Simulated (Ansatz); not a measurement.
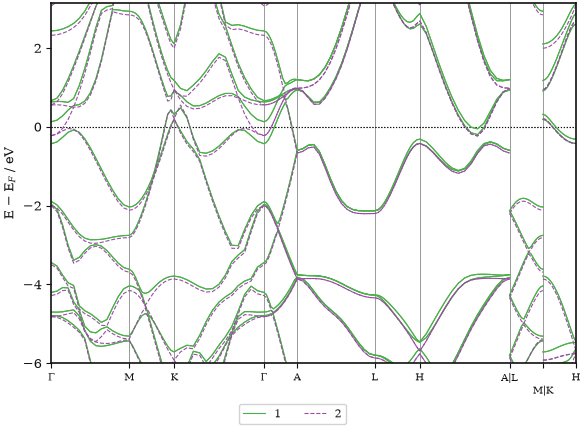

Band structures of NiAs-type TaN, space group P6_3/mmc (No. 194), 4 atoms in the cell (a = 2.922 Å, c = 5.917 Å (hexagonal axes)), by two methods on the same cell. Each is counted from its own Fermi level.

Which curve is which? The methods: PBE+SOC, PBE.

1 is PBE+SOC; 2 is PBE. PBE+SOC gives a metal and PBE gives a metal. Spin-orbit coupling splits levels that are degenerate without it.

Settings. PBE+SOC: Ansatz PAW, spin-orbit coupling, no magnetisation, 7×7×4 k mesh, 420 eV cutoff, Fermi-Dirac smearing of 0.05 eV (Ansatz). PBE: Ansatz PAW, no spin polarisation, no spin-orbit coupling, 10×10×5 k mesh, 420 eV cutoff, Fermi-Dirac smearing of 0.05 eV (Ansatz).

The usual form of TaN is the ε phase (P-62m).
